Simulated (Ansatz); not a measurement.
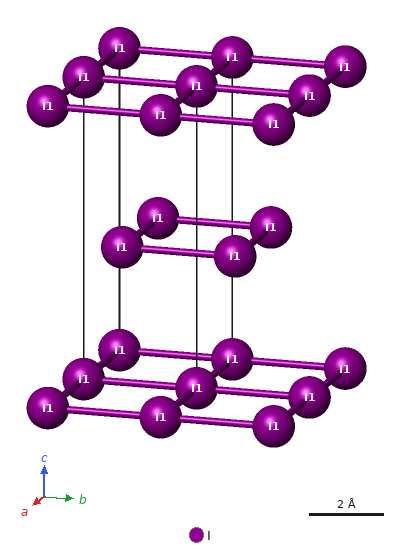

Reference structure: a symmetric starting cell of I. Style: ball-and-stick. Shown: the conventional cell (2 times the calculation's cell), repeated 2 × 2 × 1 with one cell outlined, slightly off an axis. Lengths and directions refer to the drawn axes.

Method: DFT PBEsol, scalar-relativistic, plane waves, PAW in Ansatz. (plane-wave cutoff 420 eV; k-point mesh 18 × 18 × 18; occupations gaussian; smearing width 0.1 eV; no spin polarisation)

The variant: The cell is strained by −5.3 % along c and +3.7 % across it (volume +1.9 %), the atoms keeping their fractional coordinates. No relaxation follows. The starting cell wasn't computed here and needn't be at equilibrium, so pressure and forces aren't due to the change alone.

The input:
```yaml
crystal:
  lattice:
    - [-1.6779003307, 1.6779003307, 4.040351155]
    - [1.6779003307, -1.6779003307, 4.040351155]
    - [1.6779003307, 1.6779003307, -4.040351155]
  atoms:
    - { symbol: I, position: [0.0, 0.0, 0.0] }
basis:
  ecutwfc: 420
kpoints:
  mp_grid: { grid: [18, 18, 18] }
hamiltonian:
  xc: pbesol
scf:
  occupations: { method: gaussian, width: 0.1 }
output:
  forces: true
  stress: true
  eigenvalues: true
```

Run as
```bash
ansatz run input.yaml --threads 1 --pin off --max-ram 1331MiB --backend cpu --events-out ev --progress --plain --runs-dir out
```

Question: Predict the response.

Answer: The pressure is −3.3 GPa (not all of it need come from the change, since the unchanged cell can be under pressure at this level too). The principal stresses (compression positive) are −0.4 GPa along c and −4.7 GPa across it. All forces vanish by symmetry. Among the bonded contacts that change: I–I 3.235 → 3.356 Å. The space group stays I4/mmm (No. 139).

Drawn alike, the variant:

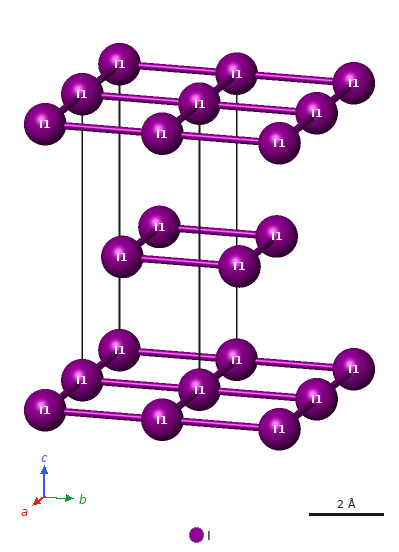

Limits of the set-up: an odd number of electrons was run without spin polarisation, which fails if the electron would localise.
